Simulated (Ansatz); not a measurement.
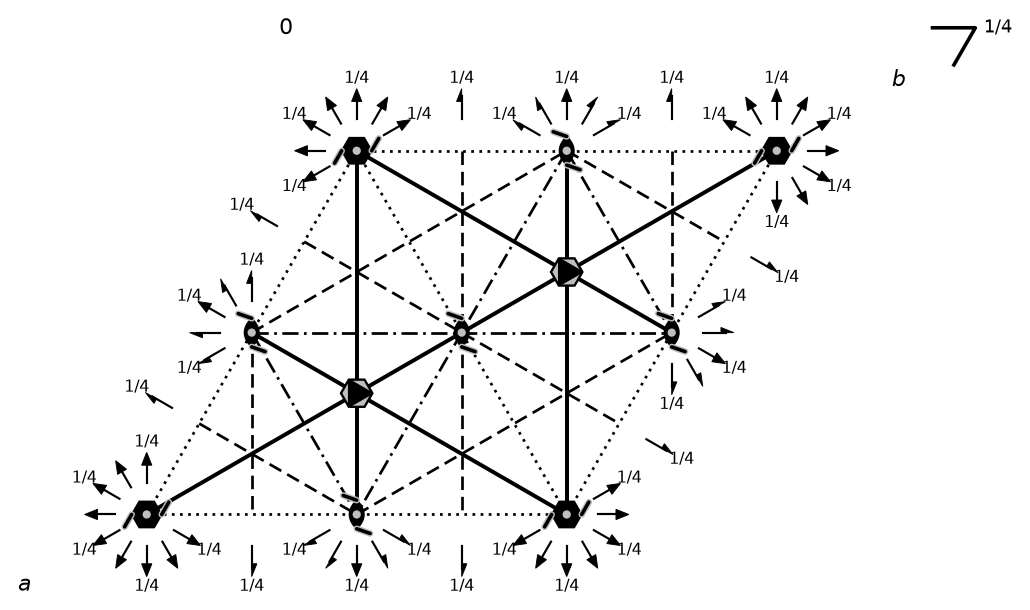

Symmetry elements of a space group, projected down c, computed from the operations of a computed or model structure of composition N.

Symbols follow the International Tables: origin at the upper left, the third axis towards the viewer; heavy, dashed, dotted, dash-dotted and dash-dot-dot lines are mirror, in-plane glide, out-of-plane glide, diagonal (n; with arrows d) and double (e) glide planes seen edge on; arrows at the rim are 2 (full head) and 2₁ (half head) axes in the plane; the corner sign is a plane parallel to the page; fractions are heights. Handed screw axes carry their printed symbol instead of tails.

Question: Give the Hermann–Mauguin symbol and number.

Answer: P6₃/mmc (No. 194); primitive hexagonal, point group 6/mmm, 24 general positions a cell.

Question: List the elements shown.

Answer: −6 axes along c at (1/3, 2/3), (2/3, 1/3); 6₃ axes along c at (0, 0); 2₁ axes along c at (0, 1/2), (1/2, 0), (1/2, 1/2); inversion centres at (0, 0), (0, 1/2), (1/2, 0), (1/2, 1/2); mirror planes holding c and [1 2 0] or [2 1 0] or [−1 1 0]; in-plane glide planes holding c and [1 2 0] or [2 1 0] or [−1 1 0]; c glide planes normal to a*, at x = 0; n glide planes normal to a*, at x = 1/2; c glide planes normal to b*, at y = 0; n glide planes normal to b*, at y = 1/2; c glide planes holding c and [1 1 0]; diagonal glide planes holding c and [1 1 0]; a mirror plane normal to c at height 1/4; 2 axes along [1 1 0] at height 0; 2 axes along [1 2 0] at height 1/4; 2 axes along [2 1 0] at height 1/4; 2 axes along [−1 1 0] at height 1/4; 2 axes along a at height 0; 2 axes along b at height 0; 2₁ axes along [1 1 0] at height 0; 2₁ axes along [1 2 0] at height 1/4; 2₁ axes along [2 1 0] at height 1/4; 2₁ axes along [−1 1 0] at height 1/4; 2₁ axes along a at height 0; 2₁ axes along b at height 0. Heights repeat every half period; positions are (a, b) fractions, modulo 1.

Question: Write the general positions (in any order).

Answer: x, y, z; −x, −y, −z; x−y, x, z+1/2; −x+y, −x, −z+1/2; −y, x−y, z; y, −x+y, −z; −x, −y, z+1/2; x, y, −z+1/2; −x+y, −x, z; x−y, x, −z; y, −x+y, z+1/2; −y, x−y, −z+1/2; −y, −x, −z+1/2; y, x, z+1/2; −x, −x+y, −z; x, x−y, z; −x+y, y, −z+1/2; x−y, −y, z+1/2; y, x, −z; −y, −x, z; x, x−y, −z+1/2; −x, −x+y, z+1/2; x−y, −y, −z; −x+y, y, z
